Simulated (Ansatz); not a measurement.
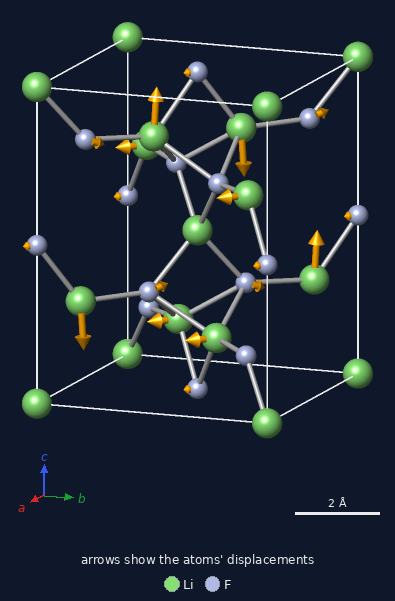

Phonons of solid LiF (a generated structure), at the zone centre. The optical levels lie at 86 (×2), 87, 140, 200, 226 (×2), 240, 260, 263 (×2), 289 (×2), 303, 357, 366 (×2), 371, 419 (×2), 430, 457, 546 (×2), 551, 653, 690 cm⁻¹. One mode is drawn. The orange arrows are the displacements of the atoms (eigenvector over the root of the mass), of arbitrary overall length and sign. The picture is a ball-and-stick view of the conventional cell (2 times the calculation's cell), seen slightly off an axis. Lengths and directions refer to the drawn axes.

Computed with DFT PBE, scalar-relativistic, plane waves, PAW in Ansatz 0.2.0. Settings: plane-wave cutoff 420 eV; k-point mesh 6 × 6 × 6; occupations fixed; no spin polarisation.

Frequencies are those without the non-analytic (LO–TO) term.

Which of these frequencies is the drawn mode's?

The level at 366 cm⁻¹. This is the E mode (doubly degenerate; one member of the set is drawn), optical level 12 of 20, counted from below, infrared- and Raman-active by symmetry. The Li (2a) atoms hardly move; it stretches the F–Li bonds (1.87 Å); the kinetic energy is shared as Li 77 %, F 23 %. Its infrared intensity is 4 (D/Å)²/amu for the set.
